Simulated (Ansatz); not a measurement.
System: CeO₃, space group Pm-3m (No. 221) (one of a set of cubic test structures, which need not be the stable phase).

Computed with Ansatz 0.2.0 development build: equation of state of a cubic crystal from periodic Kohn-Sham density functional theory without spin, third-order Birch-Murnaghan fit to the free energies; pressure corrected for the finite basis. Level: PBE.

structure type ReO3; atoms in cell 4; space group number 221; lattice centring simple cubic; k mesh 9×9×9; occupation method Fermi–Dirac; occupation width 0.06123 eV; wave cutoff 700 eV; datasets hard PAW; density tolerance 1e−09 eV; bands 30; density cutoff ratio 4; search for lower states default.

What does the calculation give for the energy above the lowest point against volume? The volume takes the values 19.19, 19.60, 20.01, 20.42, 20.83, 21.23, 21.64 Å³/atom.

A third-order Birch–Murnaghan fit gives V0 = 20.37 Å³/atom, B0 = 47.4 GPa and B′ = 3.5. The energy above the lowest point is 11.0 meV/atom at volume 19.19 Å³/atom and 10.7 meV/atom at 21.64 Å³/atom; the lowest computed point is at volume 20.42 Å³/atom (0.0 meV/atom).

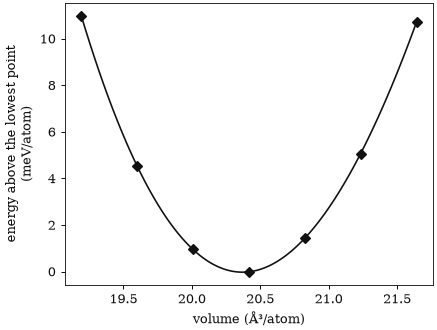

Keep in mind: cubic model structure, not the ambient form; modest k-mesh, values are not fully converged in k; no spin polarisation, a magnetic state may lie lower.
